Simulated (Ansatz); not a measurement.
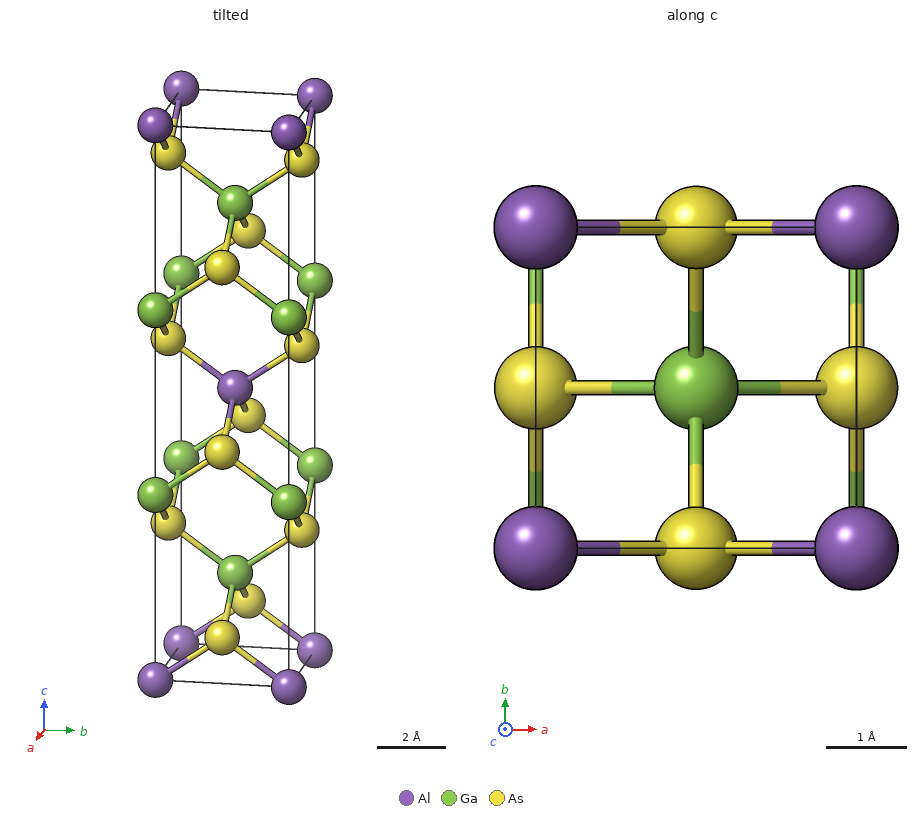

Structure drawing (ball-and-stick), viewed slightly off an axis and along the c axis. The edges of the conventional unit cell are marked. Cell: a = 4.06 Å, b = 4.06 Å, c = 17.21 Å, α = 90.00°, β = 90.00°, γ = 90.00°.

Origin of the cell: a structure type filled with these elements by a generator (whether the compound takes this form wasn't checked). Earlier steps of the study may have refined or changed the cell and positions. It went into a calculation with Ansatz.

Question: Describe the arrangement of the atoms.

Answer: The structure is one of AlGa₂As₃. Its lattice is body-centred tetragonal, its space group I-4m2 (No. 119). Content of the cell: 2 Al, 4 Ga, 6 As (Z = 2). Al is surrounded by four As in a tetrahedral arrangement at about 2.5 Å. About every Ga there are four As in a tetrahedral arrangement at about 2.5 Å. As takes two kinds of site: 2d with four Ga in a tetrahedral arrangement at about 2.5 Å; 4f with two Ga and two Al in a tetrahedral arrangement (about 2.5 Å to Ga, 2.5 Å to Al). The bonds build a three-dimensional framework.

All computed values are from Ansatz, DFT r2SCAN, scalar-relativistic, plane waves, PAW. Settings: a kinetic-energy cutoff of 500 eV, k-points about 0.22 Å⁻¹ apart, Gaussian smearing of 0.02 eV, no spin polarisation.

Question: Metal or not?

Answer: A semiconductor at this level, with a gap of 1.13 eV, direct.

Question: State the Bader charges by element.

Answer: Al +2.05 e; Ga +0.76 e; As -1.41 to -0.75 e.

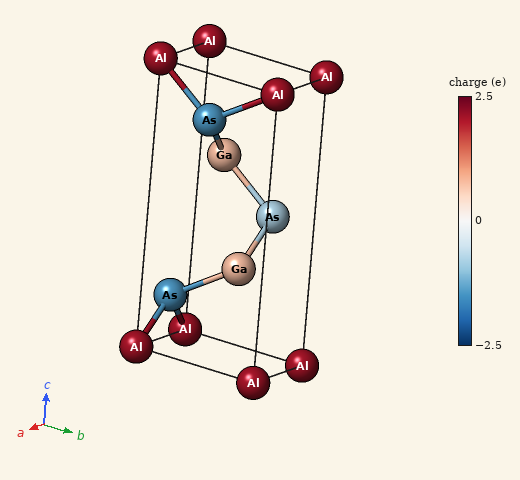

The atoms coloured by those charges. The run's cell of 6 atoms is drawn in a reduced setting, so axes and origin can differ from the first picture.

Question: Has the structure come to rest?

Answer: No. The largest force is 0.06 eV/Å, on As. The pressure is -2.4 GPa, so the cell would contract.
